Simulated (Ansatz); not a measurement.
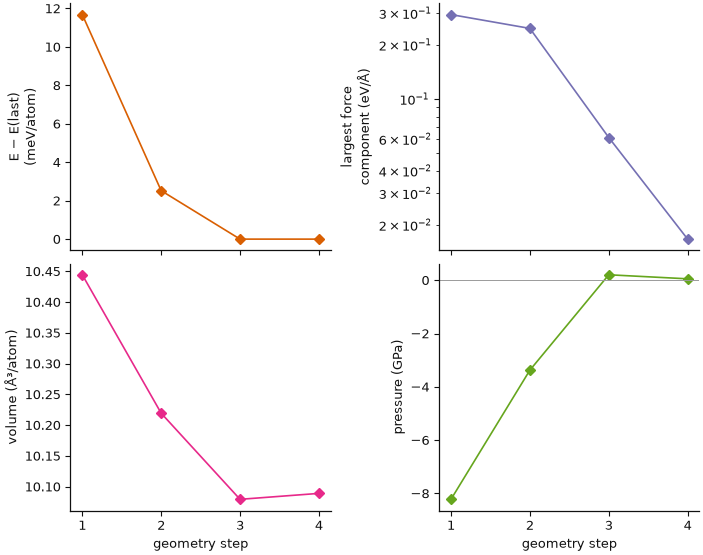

History of a geometry optimisation. Atoms and cell relax. A closing SCF on a freshly chosen basis isn't drawn.

System: CoPdO₂ (R-3m, 4 atoms in the cell).
Method: DFT PBEsol, scalar-relativistic, plane waves, PAW in Ansatz 0.2.0; cutoff 420 eV, 9×9×9 k-mesh, Gaussian smearing of 0.1 eV.

Question: How did the optimisation end?

Answer: The optimisation met its thresholds at geometry 4, counting the start as the first. The energy fell by about 12 meV/atom from the first step to the last. The largest force component goes from about 0.29 eV/Å at the start to 0.017 eV/Å at the end.

Question: Was the starting cell too large or too small?

Answer: The volume shrinks from 10.44 to 10.09 Å³ per atom (−3.4 %), as the pressure goes from −8.2 GPa to about 0 GPa. The start was expanded.
